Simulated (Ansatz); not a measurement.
## Two runs on Al$_{2}$Pt

System: Al$_{2}$Pt (3 atoms in the cell).
Method of the first run: DFT, PBE, plane waves, PAW, no spin polarisation (Ansatz 0.2.0).

The structure derives from an entry of the Crystallography Open Database. Text and figures count atoms from 1; the logs count them from 0 in places.

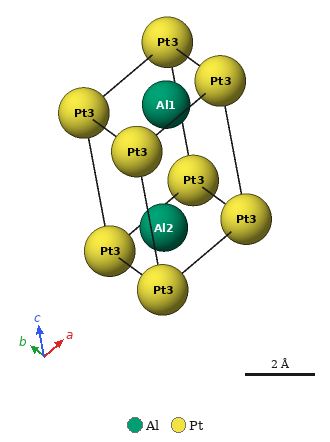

Figure 1. The input geometry (spheres-only view of the reduced cell, seen slightly off an axis; atoms are numbered from 1 in the order of the input). An atom can appear more than once, as a periodic image.

### Input, the first run
```yaml
crystal:
  lattice:
    - [4.2484227119, -2.2051e-06, 0.0056966012]
    - [-2.1242132655, 3.679245302, 0.0]
    - [2.1287574134, 1.2290386657, 3.4079072494]
  atoms:
    - { symbol: Al, position: [0.4974910016, 0.7487455008, 0.7546736624] }
    - { symbol: Al, position: [0.5025089984, 0.2512544992, 0.2453263376] }
    - { symbol: Pt, position: [0.0, 0.0, 0.0] }
basis:
  ecutwfc: 420
  ecutrho_ratio: 4
kpoints:
  mp_grid: { grid: [9, 9, 10] }
hamiltonian:
  xc: pbe
scf:
  occupations: { method: gaussian, width: 0.1 }
  mixing: { preconditioner: none }
output:
  forces: true
  eigenvalues: true
  stress: true
```

Command:
```bash
ansatz run input.yaml --threads 2 --pin off --max-ram 6144MiB --backend cpu --events-out ev --progress --plain --runs-dir out
```

Hardware: 2 threads of AMD EPYC (Zen 5), 16 GiB of memory available, shared host.

### Output, shortened to warnings, some set-up lines, iterations and results (the first run)
```
Basis set: ecut = 420 eV, 1025 PW (Γ), exchange–correlation on 60×60×60 points (8 copies of the dense FFT grid, shifted against one another)
Symmetry: 4 space group operations
k-points: 230 of 810
Initial density: superposition of atomic densities (neutral atoms: chi_scale 0, normalization atom), corrected by the library's trained network
[...]
SCF iter   1: F=—  HF=-13600.672042 eV  |F-HF|=—  |Δ(HF+E_count)|=         —  Δρ=1.58e-3  dr2=5.90e-4  ethr=1.77e-3  ⟨swp⟩=5.2  Hψ=19137  notcnv=0
SCF iter   2: F=—  HF=-13600.672576 eV  |F-HF|=—  |Δ(HF+E_count)|=   5.34e-4  Δρ=8.31e-4  dr2=1.62e-4  ethr=2.46e-6  ⟨swp⟩=2.7  Hψ=8373  notcnv=0
SCF iter   3: F=—  HF=-13600.672681 eV  |F-HF|=—  |Δ(HF+E_count)|=   1.05e-4  Δρ=5.18e-4  dr2=1.55e-4  ethr=6.77e-7  ⟨swp⟩=2.0  Hψ=6144  notcnv=0
SCF iter   4: F=—  HF=-13600.672689 eV  |F-HF|=—  |Δ(HF+E_count)|=   7.63e-6  Δρ=8.75e-5  dr2=1.25e-6  ethr=6.45e-7  ⟨swp⟩=2.3  Hψ=5256  notcnv=0
SCF iter   5: F=—  HF=-13600.672649 eV  |F-HF|=—  |Δ(HF+E_count)|=   3.94e-5  Δρ=1.79e-5  dr2=1.50e-7  ethr=5.20e-9  ⟨swp⟩=2.0  Hψ=5453  notcnv=0
SCF iter   6: F=-13600.672649 eV  HF=-13600.672649 eV  |F-HF|=5.96e-9  |Δ(HF+E_count)|=   4.75e-8  Δρ=3.27e-6  dr2=1.93e-9  ethr=4.17e-10  ⟨swp⟩=4.9  Hψ=13478  notcnv=0
SCF 1 converged in 6 iterations: F = -13600.672649 eV  dr2 = 1.93e-9
SCF converged after 6 iterations
Free energy (F): -13600.672649 eV
Harris-Foulkes:  -13600.672649 eV  (|F-HF|=5.96e-9)
Internal energy: -13600.668143 eV  (E = F + TS)
E sigma→0 (E₀):  -13600.670396 eV
Entropy (-TS):   -0.004506 eV (-1.502 meV/atom)
Fermi energy:    10.964973 eV
--- Per-component energies (eV) ---
  E_band       = -319.608764
  E_kinetic    = 685.184161
  E_local      = -2734.290019  (includes V_loc(G=0)·N_el)
  E_nonlocal   = 217.350178
  E_hartree    = 1085.725257
  E_xc         = -342.725762
  E_vxc        = -362.720713  (∫ρ·V_xc dr)
  E_paw        = -10388.540869  (= ΣΔE_a)
  E_vpaw       = -296.584065  (= ΣTr[D̂ρ^β])
  E_aug_tail   = 0.000192  (compensation charges beyond the density's cutoff)
  E_ewald      = -2123.371280
  E_smearing   = -0.004506  (= −TS)
  E_closure    = -0.000000  (closes the sum)
  Σ components = -13600.672649   (vs F -13600.672649, Δ=0.00e0)
--- Forces (eV/Å), atoms counted from 1 ---
  atom   1  Al    -0.00004080    -0.00002356     0.00007404
  atom   2  Al     0.00004080     0.00002356    -0.00007404
  atom   3  Pt     0.00000000     0.00000000     0.00000000
  max |Σ_I F_I| component: 0.00e0 eV/Å
--- Stress (GPa, compression-positive) ---
       -2.370486       0.003566      -0.001192
        0.003566      -2.374604      -0.000688
       -0.001193      -0.000689       0.013183
  P = ⅓ Tr σ = -1.5773 GPa (-15.773 kbar)
```

For the second run the input was changed thus:
```diff
-  ecutrho_ratio: 4
-  mixing: { preconditioner: none }
+accuracy: low
```

How does the second run compare with the first run?

The energy doesn't change within 0.01 meV per atom. The number of SCF iterations is the same.

### Output, shortened to warnings, some set-up lines, iterations and results (the second run)
```
Basis set: ecut = 420 eV, 1025 PW (Γ), exchange–correlation on 60×60×60 points (8 copies of the dense FFT grid, shifted against one another)
Symmetry: 4 space group operations
k-points: 230 of 810
Initial density: superposition of atomic densities (neutral atoms: chi_scale 0, normalization atom), corrected by the library's trained network
[...]
SCF iter   1: F=—  HF=-13600.672042 eV  |F-HF|=—  |Δ(HF+E_count)|=         —  Δρ=1.58e-3  dr2=5.90e-4  ethr=1.77e-3  ⟨swp⟩=5.2  Hψ=19137  notcnv=0
SCF iter   2: F=—  HF=-13600.672579 eV  |F-HF|=—  |Δ(HF+E_count)|=   5.38e-4  Δρ=8.53e-4  dr2=2.17e-4  ethr=2.46e-6  ⟨swp⟩=2.7  Hψ=8327  notcnv=0
SCF iter   3: F=—  HF=-13600.672694 eV  |F-HF|=—  |Δ(HF+E_count)|=   1.15e-4  Δρ=1.72e-4  dr2=1.54e-5  ethr=9.02e-7  ⟨swp⟩=2.0  Hψ=5423  notcnv=0
SCF iter   4: F=—  HF=-13600.672650 eV  |F-HF|=—  |Δ(HF+E_count)|=   4.40e-5  Δρ=6.48e-5  dr2=3.64e-6  ethr=6.44e-8  ⟨swp⟩=2.2  Hψ=5530  notcnv=0
SCF iter   5: F=—  HF=-13600.672649 eV  |F-HF|=—  |Δ(HF+E_count)|=   5.49e-7  Δρ=1.62e-5  dr2=2.20e-7  ethr=1.52e-8  ⟨swp⟩=2.4  Hψ=5449  notcnv=0
SCF iter   6: F=-13600.672649 eV  HF=-13600.672649 eV  |F-HF|=1.84e-8  |Δ(HF+E_count)|=   3.48e-8  Δρ=6.50e-6  dr2=2.52e-8  ethr=4.17e-10  ⟨swp⟩=4.8  Hψ=13105  notcnv=0
SCF 1 converged in 6 iterations: F = -13600.672649 eV  dr2 = 2.52e-8
SCF converged after 6 iterations
Free energy (F): -13600.672649 eV
Harris-Foulkes:  -13600.672649 eV  (|F-HF|=1.84e-8)
Internal energy: -13600.668143 eV  (E = F + TS)
E sigma→0 (E₀):  -13600.670396 eV
Entropy (-TS):   -0.004506 eV (-1.502 meV/atom)
Fermi energy:    10.964975 eV
--- Per-component energies (eV) ---
  E_band       = -319.607288
  E_kinetic    = 685.182681
  E_local      = -2734.281936  (includes V_loc(G=0)·N_el)
  E_nonlocal   = 217.348718
  E_hartree    = 1085.719075
  E_xc         = -342.725618
  E_vxc        = -362.720532  (∫ρ·V_xc dr)
  E_paw        = -10388.539975  (= ΣΔE_a)
  E_vpaw       = -296.583249  (= ΣTr[D̂ρ^β])
  E_aug_tail   = 0.000192  (compensation charges beyond the density's cutoff)
  E_ewald      = -2123.371280
  E_smearing   = -0.004506  (= −TS)
  E_closure    = 0.000000  (closes the sum)
  Σ components = -13600.672649   (vs F -13600.672649, Δ=0.00e0)
--- Forces (eV/Å), atoms counted from 1 ---
  atom   1  Al    -0.00003909    -0.00002257     0.00006017
  atom   2  Al     0.00003909     0.00002257    -0.00006017
  atom   3  Pt     0.00000000     0.00000000     0.00000000
  max |Σ_I F_I| component: 6.78e-21 eV/Å
--- Stress (GPa, compression-positive) ---
       -2.370471       0.003580      -0.001210
        0.003580      -2.374605      -0.000699
       -0.001211      -0.000699       0.013083
  P = ⅓ Tr σ = -1.5773 GPa (-15.773 kbar)
```

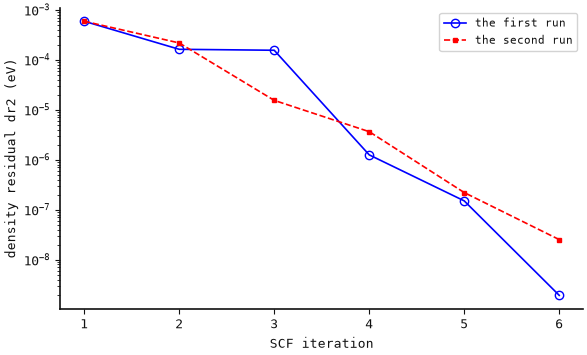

Figure 2. Convergence of the two runs: density residual dr2 against the SCF iteration. The first run takes 6 iterations in all, and the second run takes 6.

### The two runs side by side

| quantity | the first run | the second run |
| --- | --- | --- |
| outcome | converged | converged |
| free energy per atom (eV) | −4533.5575 | −4533.5575 |
| energy per atom, smearing taken to zero (eV) | −4533.5568 | −4533.5568 |
| gap on the mesh (eV) | 0.00 | 0.00 |
| pressure (GPa) | −1.58 | −1.58 |
| largest force (eV/Å) | 0.000 | 0.000 |
| SCF iterations | 6 | 6 |
| irreducible k-points | 230 | 230 |
| plane waves at Γ | 1025 | 1025 |
| wall time (shared host) | 1.5 s | 1.5 s |

For both runs: Spin–orbit coupling is left out, which matters for Pt. For the second run: These settings are looser than, or depart from, a standard set-up, so the numbers are not reference values for this system. The input asks for low accuracy.
